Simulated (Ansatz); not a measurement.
## Run report: Si, single-point calculation (part 2 of 2)

Si (slab, 5 atoms in the cell); DFT LDA, scalar-relativistic, plane waves, PAW, spin-polarised (Ansatz 0.2.0); cutoff 420 eV, 9×9×1 k-mesh, Gaussian smearing of 0.05 eV, collinear spins. The structure derives from an entry of the Crystallography Open Database.

Geometry of the input (Å; fractional positions):
```
3.8198  0.0000  0.0000
-1.9099  3.3080  0.0000
0.0000  0.0000  20.8775
Si 0.3333  0.6667  0.1916
Si 0.0000  0.0000  0.2289
Si 0.0000  0.0000  0.3466
Si 0.6667  0.3333  0.3773
Si 1.3333  -0.3333  0.4602
```

```
WARN: the starting moments were not kept: the SCF closed with an absolute magnetisation of 6.2e-6 μB, where they sum to 2 μB in size (1 site). That is at most 0.1 of that sum. Measured as dr2_m measures the in/out step, that magnetisation stands 2.3e-12 eV from none, at or under the dr2_threshold of 1.0e-7 eV: it is no larger than a step whose dr2_m would equal this threshold. The system may hold no moment; this SCF shows only that its start led to no more than that. To try another start: raise the starting moments (crystal.atoms[].spin, magnetization.per_species, magnetization.initial_magnetization, or on a non-collinear deck that types none of these the spinor_matrix: blocks that start its atoms; where the total moment is fixed, keep their sum and leave initial_magnetization as it is; typed ones take the place of any that the run laid by itself, positive ones on a crystal's lanthanoids without a Hubbard term where scf.initial_density.shell_occupations: [] is typed) or, if the notice of its spin-set hold's release reads "site moments contracting" or "site moments show no strong build", lengthen the hold (scf.mixing.spin_hold: { on: { confirm: 4 } }; for m-r²SCAN on two components see the key's manual first). Each may lead to a state that holds a moment. A second SCF, from the converged charge density, with the starting moments and any scf.initial_density.shell_occupations laid on it anew, would have followed, and was not run: the deck does not ask for one (magnetization.retry_lost_moments is false, the default). To let it run, set magnetization.retry_lost_moments: true and run the deck again, where that key's refused combinations let it; where memory then withholds it, that run's warning says so.
WARN: The output density's exchange-correlation potential varies sharply where the density is thin. Do not read a vacuum level from v_tot or v_xc, or from such a field of the output density. On a cell that repeats whose density bears no net charge and no dipole along the vacuum's axis use v_es (v_loc + v_h of the components); under efield.dipole_correction with no amplitude use v_es + v_field, which holds any external_charges[].barrier, or the levels of the report's work_function block, which leave it out; under a non-zero efield.amplitude the vacuum is tilted and has no level; on a cell that repeats and bears such a dipole with no correction it is tilted too, and efield.dipole_correction with no amplitude gives each side of its ramp a level where efield: is served; in a cell that repeats whose density bears a net charge (total_charge, or a fill off its count) it is curved and has none; of a slab under crystal.periodic whose density bears no net charge use v_es, which has a level on each side, short of where the two are joined; of another it falls or rises all the way out and has none; of a slab beside external_charges read slab_vacuum_level instead, which it has where they leave it neutral. The grid or the basis barely resolves most such structure, and the values can differ between equally converged runs; as a rule a tighter scf.convergence.dr2_threshold does not remove it. Where the density itself ripples (under the LDA too) a higher basis.ecutwfc lessens it. The files hold the spikes' plane waves up to the density's cutoff. Files: v_tot_of_output_density and the like, and their columns of v_z.tsv (output.write_potential); v_xc_of_output_density and the like, and their columns of v_comp_z.tsv (output.write_potential_components). Measured: with its Gaussian average of σ = 0.25 Å subtracted twice, the exchange-correlation potential is over 0.1 eV at 32 of the grid points where the equally averaged density (valence and model cores) is under 1e-3 e/Å³, and 0.217 eV at the most among them, at an averaged density of 1.7e-5 e/Å³. The input density's (outcome.potential() and, of a run that writes arrays, v_tot and v_xc) is over 0.1 eV, so measured, at 32 points of its own thin density, 0.217 eV at the most. See output.write_potential in the manual, Limitations
SCF converged after 19 iterations
Magnetization: 0.0000 μB (10.0000 up, 10.0000 down)
Absolute magnetization: 0.0000 μB (∫|ρ↑−ρ↓|, with the PAW one-centre terms)
Spin contamination: 0.0000 ħ² per cell (⟨S²⟩ above its minimum at these occupations)
Per-site moments (μB) at R_I (Å): [(-8.804690718312428e-7, 0.9648835950262374), (1.2296407947711657e-7, 0.9648835950262374), (7.929619751725035e-8, 0.947409429655453), (3.0565741731402584e-8, 0.947409429655453), (1.2618797392771378e-6, 1.156207813681488)]
Free energy (F): -3039.474650 eV
Harris-Foulkes:  -3039.474650 eV  (|F-HF|=4.48e-10)
Internal energy: -3039.470666 eV  (E = F + TS)
E sigma→0 (E₀):  -3039.472658 eV
Entropy (-TS):   -0.003985 eV (-0.797 meV/atom)
Fermi energy:    -0.522862 eV
Dipole field:    D = 0.020641 V/Å  (p = 0.030092 e·Å, saw-weighted, corrected)
Work function:   Φ+ = 4.5242 eV   Φ− = 4.9551 eV
Levels:          The Fermi level and band energies are counted from a zero that moves with the ramp; work functions are not
--- Per-component energies (eV) ---
  E_band       = -110.550026
  E_kinetic    = 194.740159
  E_local      = -4288.231567  (includes V_loc(G=0)·N_el)
  E_nonlocal   = 135.150288
  E_hartree    = 2045.518188
  E_xc         = -270.507154
  E_vxc        = -230.815009  (∫ρ·V_xc dr)
  E_paw        = -2428.707803  (= ΣΔE_a)
  E_vpaw       = -12.472681  (= ΣTr[D̂ρ^β])
  E_aug_tail   = 0.000031  (compensation charges beyond the density's cutoff)
  E_efield     = 0.000311  (sawtooth field / dipole correction)
  E_vefield    = 0.043397  (∫n·V_field dr)
  E_ewald      = 1572.145228
  E_core_change = 0.421654  (= ΣΔE_core)
  E_smearing   = -0.003985  (= −TS)
  E_closure    = -0.000000  (closes the sum)
  Σ components = -3039.474650   (vs F -3039.474650, Δ=0.00e0)
--- Forces (eV/Å), atoms counted from 1 ---
  atom   1  Si     0.00000000    -0.00000000     0.73415021
  atom   2  Si    -0.00000000     0.00000000    -0.46834945
  atom   3  Si    -0.00000000    -0.00000000    -0.94855002
  atom   4  Si     0.00000000     0.00000000     1.59072615
  atom   5  Si    -0.00000000     0.00000000    -0.90793419
  max |Σ_I F_I| component: 4.27e-5 eV/Å
--- Band table (eV; the first three rows and the last of 24) ---
  k-point 0 ↑: bands = ["-12.9435", "-11.2052", "-8.3700", "-5.1716", "-2.1735", "-2.1735", "-2.1485", "-0.8967", "-0.8967", "0.1660", "0.2035", "0.2035", "1.1174", "1.9423", "2.5583", "2.9162"]
  k-point 1 ↑: bands = ["-12.7905", "-11.0585", "-8.2509", "-5.1332", "-3.2971", "-2.5614", "-2.1784", "-1.7857", "-1.1394", "-0.4953", "0.3934", "0.5857", "1.7904", "2.3538", "2.8524", "3.0864"]
  k-point 2 ↑: bands = ["-12.3353", "-10.6253", "-7.9379", "-5.5351", "-4.6512", "-3.4886", "-3.1976", "-1.8351", "-1.6481", "-1.3978", "0.2336", "0.9729", "1.2577", "1.8118", "3.2813", "3.7982"]
  k-point 11 ↓: bands = ["-9.5743", "-9.1026", "-8.0739", "-7.7301", "-7.7176", "-4.5960", "-4.4672", "-3.7772", "-3.1446", "-0.8921", "-0.8646", "0.6629", "1.5746", "3.0252", "3.7107", "4.1830"]
--- Löwdin populations: 5 sites ---
  site symbol       q [e]    m [muB]
     0     Si      3.9678    -0.0000
     1     Si      3.9728     0.0000
     2     Si      3.8507     0.0000
     3     Si      4.0066     0.0000
     4     Si      3.9358     0.0000
  spilling = 0.013313 (of n_electrons = 20.000000)
```

File populations.tsv
```
# site	symbol	l	j	q_up	q_dn
# orbitals = lowdin
# n_electrons = 20.000000
# spilling = 0.013313
0	Si	0_3S	-	0.674508	0.674509
0	Si	1_3P	-	1.309397	1.309399
1	Si	0_3S	-	0.612096	0.612096
1	Si	1_3P	-	1.374296	1.374296
2	Si	0_3S	-	0.639969	0.639969
2	Si	1_3P	-	1.285390	1.285390
3	Si	0_3S	-	0.600820	0.600820
3	Si	1_3P	-	1.402484	1.402484
4	Si	0_3S	-	0.911754	0.911754
4	Si	1_3P	-	1.056155	1.056152
```

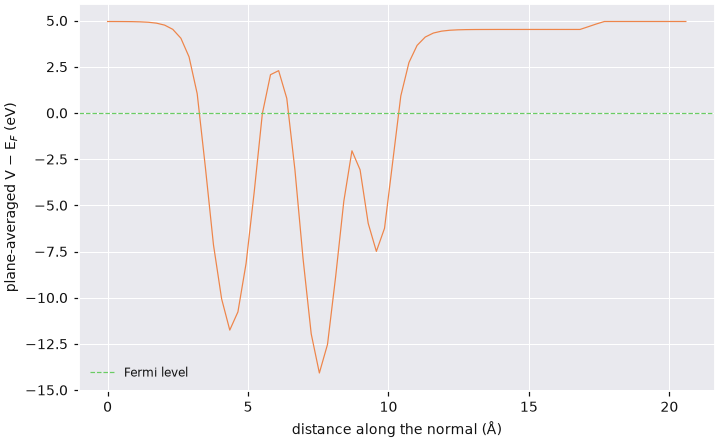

**Figure 1.** Plane average of the electrostatic potential energy of an electron across the cell, from the Fermi level. The vacuum level lies 4.52 eV above the Fermi level on the upper side and 4.96 eV on the lower.

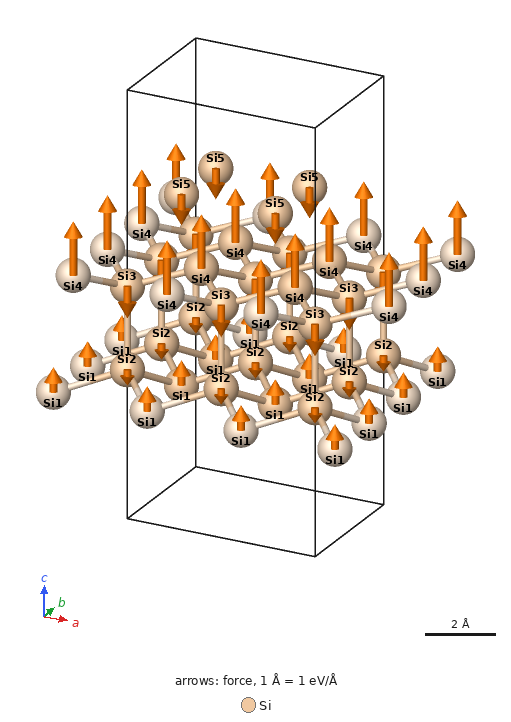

**Figure 2.** Forces on the atoms as orange arrows (ball-and-stick view of the 2 × 2 repeat of the cell, with the vacuum cut short, seen slightly off an axis; neighbours outside the cell are drawn fainter; atoms are numbered from 1 in the order of the input). The largest act on Si4 (1.59 eV/Å); Si3 (0.95 eV/Å); Si5 (0.91 eV/Å); Si1 (0.73 eV/Å). The geometry is not a stationary point of this energy.

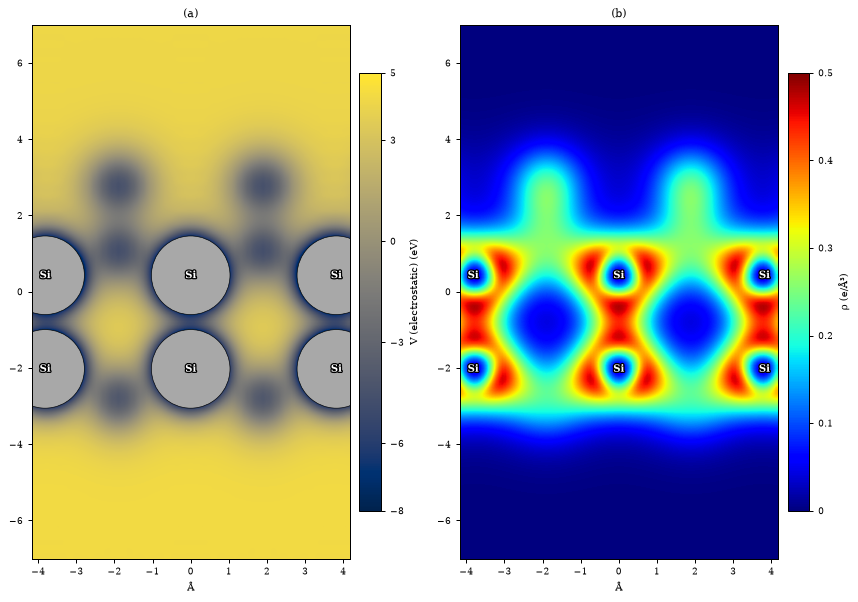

**Figure 3.** (a) electrostatic potential (local pseudopotential plus Hartree) felt by an electron; (b) valence electron density on the (11̄0) plane of the calculation cell, a cut from vacuum to vacuum. Grey discs, where drawn, cover atomic cores. The plane passes through Si nuclei. Si–Si (2.46 Å): ρ at the midpoint is about 0.44 e/Å³, a local maximum along the line. The density dies away to nearly zero in the vacuum. Core electrons are frozen (PAW), so the fields are smoothed inside the atomic spheres.

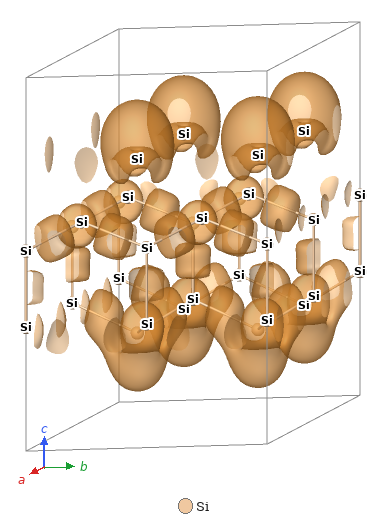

**Figure 4.** Isosurface of the electron localisation function at 0.75 (orange), seen slightly off an axis. Core shells and regions of very low density are left out. Sticks mark near contacts. Counts are for one cell; the picture repeats the cell along the surface. Along the contacts the grid gives the following. Si–Si (2.30 Å): the ELF peaks at about 0.95 between the atoms (a shared electron pair).

Summary

| quantity | value |
| --- | --- |
| outcome | converged |
| electrons treated | 20 |
| free energy | −3039.4747 eV |
| work function, top face | 4.52 eV |
| work function, bottom face | 4.96 eV |
| Fermi energy | −0.523 eV |
| gap on the k-point mesh | none (metallic) |
| net moment of the cell | 0.00 μB |
| integrated absolute moment | 0.00 μB |
| work function (upper face) | 4.52 eV |
| largest force (length of the vector) | 1.591 eV/Å |
| hardware | 1 thread of Intel Xeon (Granite Rapids), 128 GiB of memory available, shared host |
| wall time | 12 s |
| peak memory | 0.47 GiB |

Notes

Notes on the run: some starting moments were not kept; the exchange-correlation potential is rough where the density is thin.
